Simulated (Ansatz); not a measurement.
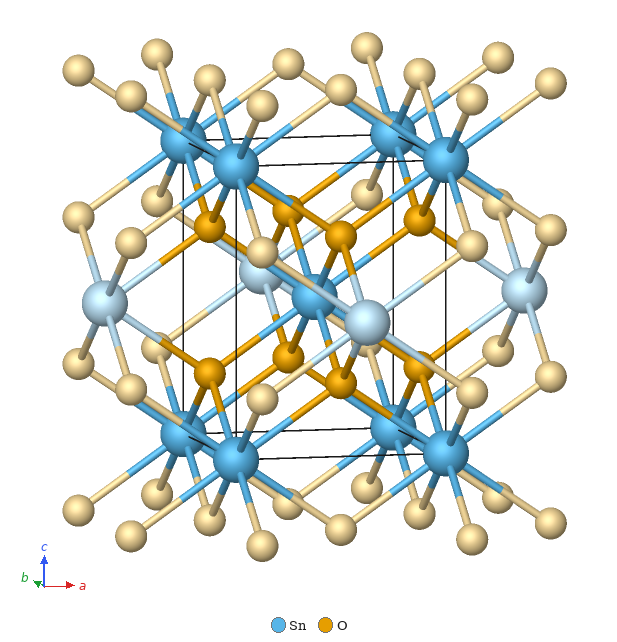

A ball-and-stick rendering, viewed slightly off an axis. The conventional unit cell is outlined; an atom on or near a face, edge or corner is repeated at each equivalent position. Outside the box, the atoms bonded to those within are drawn, in fainter colours.

SnO$_{2}$, space group I4/mmm (No. 139), a = 3.583 Å, b = 3.583 Å, c = 4.896 Å, α = 90.00°, β = 90.00°, γ = 90.00°. The structure comes from a structure type filled with these elements by a generator (whether the compound takes this form wasn't checked). The cell was then strained or its atoms displaced on purpose. A calculation with Ansatz used it as input.

This one geometry was computed with Ansatz (DFT, plane waves, PAW) at three levels of theory: PBE, r2SCAN and HSE06. It was relaxed with r2SCAN and then strained.

Which level gives the highest pressure at this volume, and what does that say about its equilibrium volume?

Highest: PBE (18.0 GPa), which points to the largest equilibrium volume. Lowest, with the smallest volume: HSE06 (5.8 GPa). Levels within 0.5 GPa of each other can't be told apart.

How does the band gap change with the level of theory?

PBE: a gap of 0.44 eV, indirect; r2SCAN: a gap of 1.00 eV, indirect; HSE06: a gap of 1.91 eV, indirect.

Collect the results in a table.

| level | cutoff (eV) | k-mesh of the run's cell | gap (eV) | pressure (GPa) |
| --- | --- | --- | --- | --- |
| PBE | 420 | 8×8×8 | 0.44 | 18.0 |
| r2SCAN | 500 | 8×8×8 | 1.00 | 8.6 |
| HSE06 | 420 | 6×6×6 | 1.91 | 5.8 |

Gaps are taken on the k-mesh or band path of each run.
